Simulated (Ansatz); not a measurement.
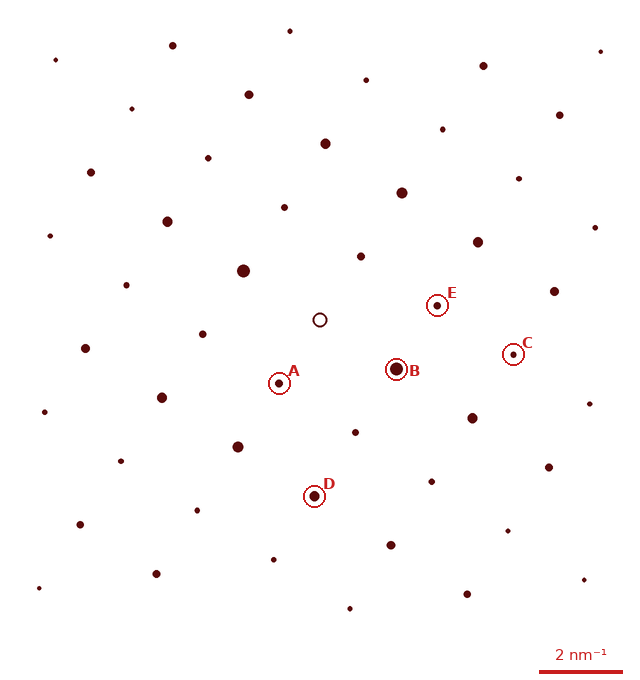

Computed electron diffraction pattern, 200 kV, single scattering only, B = 1 Å². The zone axis points towards the electron source and the pattern is seen from the source side.

Crystal: Cs, space group P6/mmm (No. 191), a = 9.127 Å, c = 5.486 Å (hexagonal axes). Structure: the geometry relaxed with Ansatz, DFT, RPBE, plane waves (420 eV) with PAW, scalar-relativistic; the starting structure was generated, so it need not be a known form of this composition.

Spot A is indexed 0 0 -1 and spot B -1 2 0.

> Give hkl for C, D, E.

C = −A + 2B = -2 4 1 (d = 2.107 Å). D = 2A + B = -1 2 -2 (d = 2.351 Å). E = −A + B = -1 2 1 (d = 3.508 Å).

> Which zone axis is this?

The cross product of A and B is parallel to [210]; every spot obeys hu + kv + lw = 0.

> What are the spacings of A and B and the angle between them?

d(A) = 5.486 Å, d(B) = 4.563 Å, and the angle is 90.0°.
